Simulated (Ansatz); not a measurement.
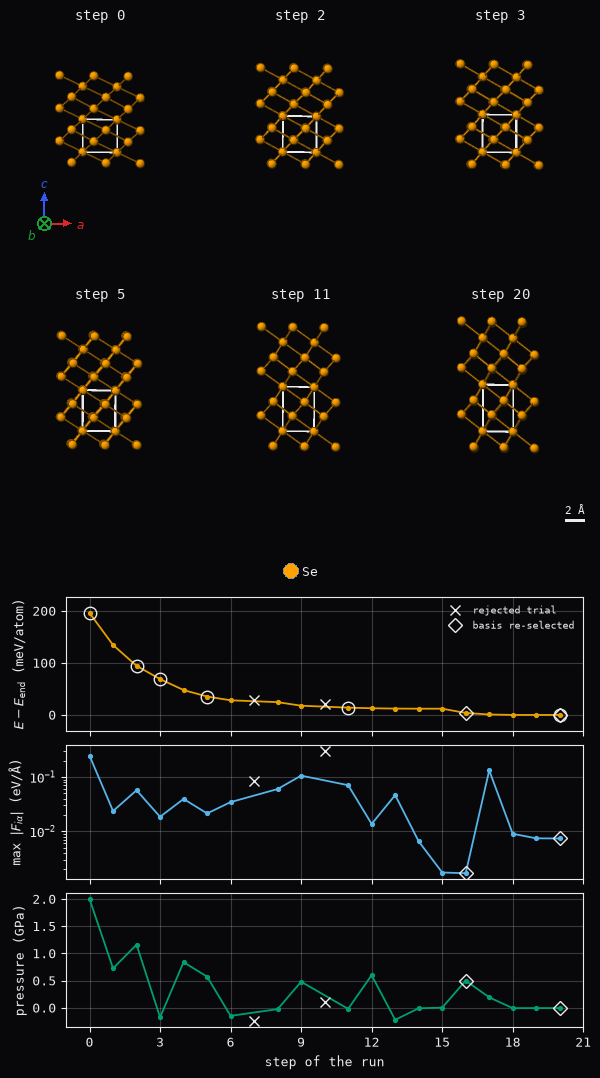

Frames of a relaxation of a crystal of Se (a generated structure, set up in C2/m), marked on the history of the run. Style: ball-and-stick. Shown: the cell of the calculation, repeated 1 × 1 × 2 with one cell outlined, along the b axis.

The start is a swapped structure.

Theory: DFT, PAW plane waves, r2SCAN (Ansatz 0.2.0).

Input file:
```yaml
crystal:
  lattice:
    - [0.0, 4.348974, 0.0]
    - [3.882843, -2.174487, 0.0]
    - [-0.119628, 0.0, -3.629051]
  atoms:
    - { symbol: Se, position: [0.324, 0.648, 0.325] }
    - { symbol: Se, position: [0.676, 0.352, 0.675] }
    - { symbol: Se, position: [0.0, 0.0, 0.0] }
  symmetry: { tolerance: 0.0003 }
kpoints:
  mp_grid: { grid: [5, 5, 5], shift: [0, 0, 0] }
magnetization:
  spin_polarized: false
scf:
  occupations: { method: fermi_dirac }
  lower_state_search: "off"
hamiltonian:
  pseudopotentials: { kind: paw }
  xc: r2scan
basis:
  ecutwfc: 500
  fft_grid_basis: typed
relax:
  max_steps: 60
  cell: { p_target: 0.0 }
output:
  forces: true
  stress: true
  eigenvalues: true
  bader: true
  populations: true
  elf: true
  write_potential: true
  volumetric_format: npy
  dos:
    e_range: [-12, 8]
    de: 0.05
    projected: { site_lists: { Se: [Se] } }
  write_density: true
checkpoint:
  read: saved_state
```

Run as
```bash
ansatz run input.yaml --threads 2 --pin off --max-ram 3584MiB --backend cpu --events-out ev --progress --plain --runs-dir out
```

What happens along the run?

Answer. The largest moves relative to the cell, 0.22 Å, are those of Se1 and Se2. Se2 goes along [1 2 −1]. Cell: a 4.349 → 3.836 Å (−11.8 %), b 4.450 → 3.991 Å (−10.3 %), c 3.631 → 5.167 Å (+42.3 %), α 91.6° → 92.5°, γ 119.2° → 118.7°. Volume +13.1 %. Among the contacts that change: Se1–Se2 2.976 → 3.168 Å, Se1–Se2 (another image) 2.786 → 2.600 Å, Se1–Se3 2.845 → 3.022 Å, Se1–Se3 (another image) 2.744 → 2.682 Å. Among the angles between lasting bonds that change: Se2–Se1–Se3 79.0° → 100.9°, Se2–Se1–Se2 102.6° → 95.1°. The space group stays C2/m (No. 12). The energy falls by 196 meV per atom in 16 accepted moves (20 points after the start). The largest force component goes from 0.25 to 0.0074 eV/Å. The pressure goes from 2.00 to 0.00 GPa. The line search rejected the trial steps at points 7, 10 of the run. At 2 points the geometry stayed and the basis and grid were re-selected for the new cell (energy shift of 8.2 meV per atom at most each time). Cost: 2.3 min on 2 threads of Arm Neoverse V2 (shared host), peak memory 0.56 GiB. From step 0 to 2: Se atoms move most (0.03 Å), volume +3.6 %, energy −102 meV per atom. From step 2 to 3: volume +2.9 %, energy −25.5 meV per atom. From step 3 to 5: volume +0.9 %, energy −33.5 meV per atom. From step 5 to 11: Se atoms move most (0.16 Å), volume +3.7 %, energy −21.4 meV per atom. From step 11 to 20: Se atoms move most (0.06 Å), volume +1.3 %, energy −14.0 meV per atom.

```json
{"step": "0", "E − E(0), meV/atom": "0.00", "largest force component, eV/Å": "0.2476", "pressure, GPa": "2.00", "volume, Å³/atom": "20.427", "note": ""}
{"step": "1", "E − E(0), meV/atom": "-61.43", "largest force component, eV/Å": "0.0237", "pressure, GPa": "0.73", "volume, Å³/atom": "20.971", "note": ""}
{"step": "2", "E − E(0), meV/atom": "-101.51", "largest force component, eV/Å": "0.0571", "pressure, GPa": "1.16", "volume, Å³/atom": "21.165", "note": ""}
{"step": "3", "E − E(0), meV/atom": "-127.04", "largest force component, eV/Å": "0.0185", "pressure, GPa": "-0.17", "volume, Å³/atom": "21.787", "note": ""}
{"step": "4", "E − E(0), meV/atom": "-148.13", "largest force component, eV/Å": "0.0396", "pressure, GPa": "0.84", "volume, Å³/atom": "21.744", "note": ""}
{"step": "5", "E − E(0), meV/atom": "-160.57", "largest force component, eV/Å": "0.0214", "pressure, GPa": "0.57", "volume, Å³/atom": "21.988", "note": ""}
{"step": "6", "E − E(0), meV/atom": "-167.84", "largest force component, eV/Å": "0.0346", "pressure, GPa": "-0.15", "volume, Å³/atom": "22.310", "note": ""}
{"step": "7", "E − E(0), meV/atom": "-167.57", "largest force component, eV/Å": "0.0841", "pressure, GPa": "-0.25", "volume, Å³/atom": "22.349", "note": "rejected"}
{"step": "8", "E − E(0), meV/atom": "-171.38", "largest force component, eV/Å": "0.0602", "pressure, GPa": "-0.02", "volume, Å³/atom": "22.390", "note": ""}
{"step": "9", "E − E(0), meV/atom": "-178.23", "largest force component, eV/Å": "0.1064", "pressure, GPa": "0.48", "volume, Å³/atom": "22.537", "note": ""}
{"step": "10", "E − E(0), meV/atom": "-175.66", "largest force component, eV/Å": "0.3029", "pressure, GPa": "0.11", "volume, Å³/atom": "23.115", "note": "rejected"}
{"step": "11", "E − E(0), meV/atom": "-181.97", "largest force component, eV/Å": "0.0709", "pressure, GPa": "-0.02", "volume, Å³/atom": "22.798", "note": ""}
{"step": "12", "E − E(0), meV/atom": "-183.15", "largest force component, eV/Å": "0.0137", "pressure, GPa": "0.60", "volume, Å³/atom": "22.710", "note": ""}
{"step": "13", "E − E(0), meV/atom": "-183.78", "largest force component, eV/Å": "0.0466", "pressure, GPa": "-0.22", "volume, Å³/atom": "23.085", "note": ""}
{"step": "14", "E − E(0), meV/atom": "-184.00", "largest force component, eV/Å": "0.0065", "pressure, GPa": "-0.01", "volume, Å³/atom": "23.018", "note": ""}
{"step": "15", "E − E(0), meV/atom": "-184.01", "largest force component, eV/Å": "0.0017", "pressure, GPa": "0.00", "volume, Å³/atom": "23.014", "note": ""}
{"step": "16", "E − E(0), meV/atom": "-192.16", "largest force component, eV/Å": "0.0017", "pressure, GPa": "0.50", "volume, Å³/atom": "23.014", "note": "same geometry, new basis"}
{"step": "17", "E − E(0), meV/atom": "-195.11", "largest force component, eV/Å": "0.1329", "pressure, GPa": "0.19", "volume, Å³/atom": "23.162", "note": ""}
{"step": "18", "E − E(0), meV/atom": "-195.97", "largest force component, eV/Å": "0.0090", "pressure, GPa": "-0.01", "volume, Å³/atom": "23.095", "note": ""}
{"step": "19", "E − E(0), meV/atom": "-196.00", "largest force component, eV/Å": "0.0074", "pressure, GPa": "0.00", "volume, Å³/atom": "23.094", "note": ""}
{"step": "20", "E − E(0), meV/atom": "-196.01", "largest force component, eV/Å": "0.0074", "pressure, GPa": "0.00", "volume, Å³/atom": "23.094", "note": "same geometry, new basis"}
```
